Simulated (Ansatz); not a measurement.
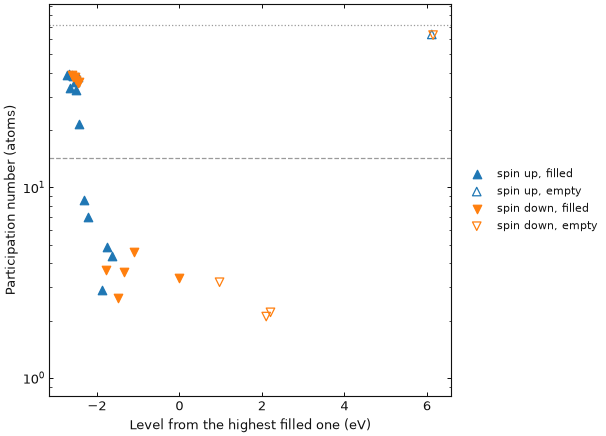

Levels near the gap of a 71-atom cell against the number of atoms over which each spreads (dotted: all atoms; dashed: a fifth of them). Host SiO₂ with a vacancy of Si.

System: Si23O48 (defect cell), 71 atoms in the cell, cell charge −1 e.

Level of theory: DFT, HSE06, PAW, plane waves, one k point, (0.25, 0.25, 0.25); code Ansatz.

> Which of these levels are localised (under the dashed line)?

13 of the 30 levels shown spread over less than a fifth of the cell; the most localised are −1.88 eV (spin up, filled, over about 3 atoms, mostly O), −1.49 eV (spin down, filled, over about 3 atoms, mostly O), 0.00 eV (spin down, filled, over about 3 atoms, mostly O), 0.97 eV (spin down, empty, over about 3 atoms, mostly O), 2.11 eV (spin down, empty, over about 2 atoms, mostly O) and 2.21 eV (spin down, empty, over about 2 atoms, mostly O).

> How far apart are the highest filled and the lowest empty level?

The lowest empty level lies 0.97 eV above the highest filled one.

> What is the spin state?

The cell's moment is 3.0 μB.

One k point in a finite cell, so levels carry errors of tenths of an eV.
